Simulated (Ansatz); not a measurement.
# Fermi surface of Ti (P6/mmm)

```
CELL_PARAMETERS angstrom
4.60000 0.00000 0.00000
-2.30000 3.98372 0.00000
0.00000 0.00000 2.82000
ATOMIC_POSITIONS crystal
Ti 0.00000 0.00000 0.00000
Ti 0.33333 0.66667 0.50000
Ti 0.66667 0.33333 0.50000
```

All numbers here come from Ansatz, DFT PBEsol, scalar-relativistic, plane waves, PAW; levels and slopes on a dense k mesh at the converged density. No spin polarisation. The levels come from a k mesh of 24×24×34 points. The geometry was not relaxed (residual pressure −5 GPa).

## 1. The sheets

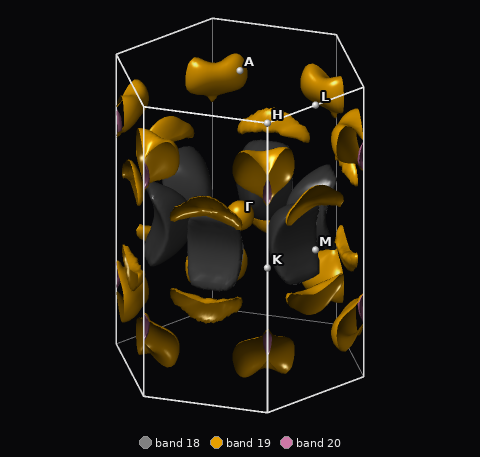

The figure shows the computed Fermi surface of this crystal. Each colour is one band. The brighter face of a sheet looks towards empty states.

**What does each sheet look like, and where are the electron and hole pockets?**

Three bands cross the Fermi level; this is a three-dimensional metal.

Band 18: six hole pockets on the Γ–M line (each 0.71 % of the zone).
Band 19: four electron pockets in a ring or shell around points on the H–K line (each 0.78 % of the zone), two electron pockets on the L–M line (each 0.17 % of the zone), four electron pockets on the L–M line (each 0.16 % of the zone) and one electron pocket centred at Γ (0.10 % of the zone).
Band 20: specks under 0.04 % of the zone, which the mesh doesn't resolve and which may come from the interpolation.
A pocket cut by a face of the zone is counted once with the part on the opposite face.
The shape of the surface of band 20 changes its kind within 0.04 eV of this level, so small parts may appear, vanish, join or separate.

## 2. Speeds

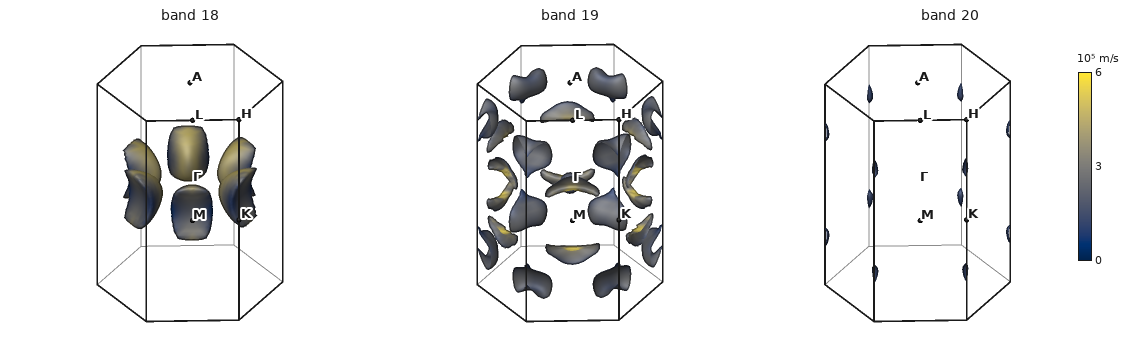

Fermi surface of this crystal, coloured by the Fermi speed.

**How fast are the electrons on each sheet?**

Band 18: 1.2 to 4.7 × 10⁵ m/s over most of the sheet, 2.4 × 10⁵ m/s on average over states. Band 19: 1.6 to 5.1 × 10⁵ m/s over most of the sheet, 2.4 × 10⁵ m/s on average over states. Band 20: 0.89 to 1.5 × 10⁵ m/s over most of the sheet.

## 3. Cuts and bands

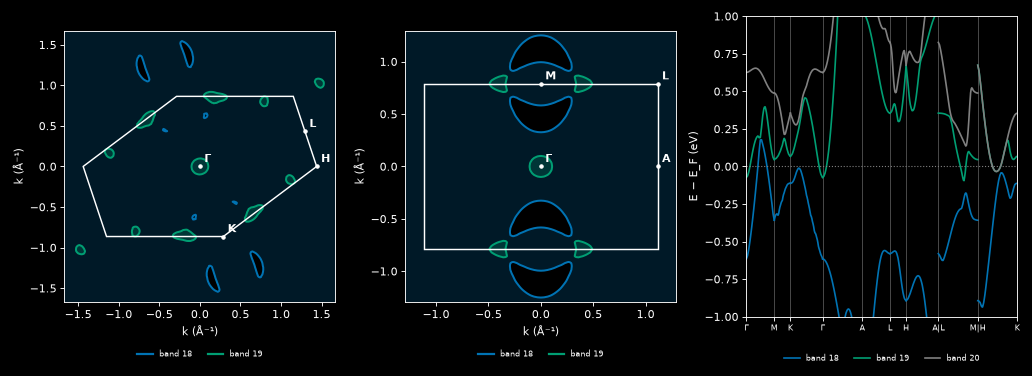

This crystal: cuts through the Fermi surface in the plane through Γ, H and L and the plane through Γ, A and M, filled states shaded, and the bands that cross the Fermi level.

**Give each band's level at the labelled points, in eV from the Fermi level.**

```json
{"band": "band 18", "Γ": "−0.61", "A": "below", "K": "−0.11", "H": "−0.89", "M": "−0.36", "L": "−0.58"}
{"band": "band 19", "Γ": "−0.07", "A": "above", "K": "+0.07", "H": "+0.67", "M": "+0.05", "L": "+0.35"}
{"band": "band 20", "Γ": "+0.63", "A": "above", "K": "+0.35", "H": "+0.67", "M": "+0.49", "L": "+0.83"}
```

Negative values are filled states; "above" and "below" lie outside the plotted window.

A magnetic state wasn't tried and may lie lower. Necks and pockets thinner than about two mesh steps aren't resolved, so separate pockets may in truth be joined.

The run (self-consistency and the dense mesh) took 33 s on 1 thread of Intel(R) Xeon(R) Platinum 8488C (Sapphire Rapids), with other jobs on the host, peak memory 0.97 GiB.
